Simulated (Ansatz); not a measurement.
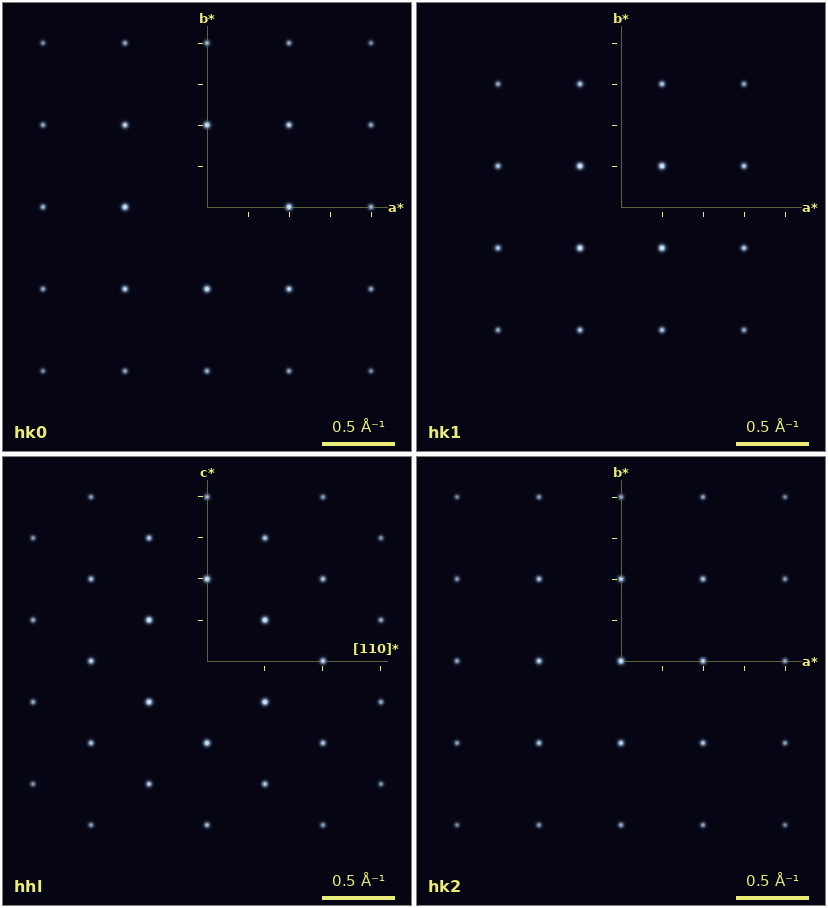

Four undistorted layers of reciprocal space, calculated for a single crystal (X-rays, kinematic |F|², B = 0.5 Å²). Tick marks count the reciprocal lattice steps of the conventional cell along each axis.

> What cell do the layers give?

a* = 0.285, b* = 0.285, c* = 0.285 Å⁻¹; the cell is cubic with a = 3.51 Å.

> List the systematic absences.

Reflections are present only under these conditions. hkl: h + k = 2n, h + l = 2n; hk0: h = 2n, k = 2n; hhl: h + l = 2n; h00: h = 2n. The lattice is face-centred (F).

> Which space groups fit?

The intensities have Laue symmetry m-3m (the hk0 layer shows 4mm, hk1 shows 4mm). With these conditions the candidates are F432 (No. 209), F-43m (No. 216), Fm-3m (No. 225). Diffraction geometry alone does not choose among them; the structure has Fm-3m. The compound is Ni. Structure: the end point of a relaxation with DFT PBE, scalar-relativistic, plane waves, PAW in Ansatz; the starting structure was generated, so it need not be a known form of this composition.
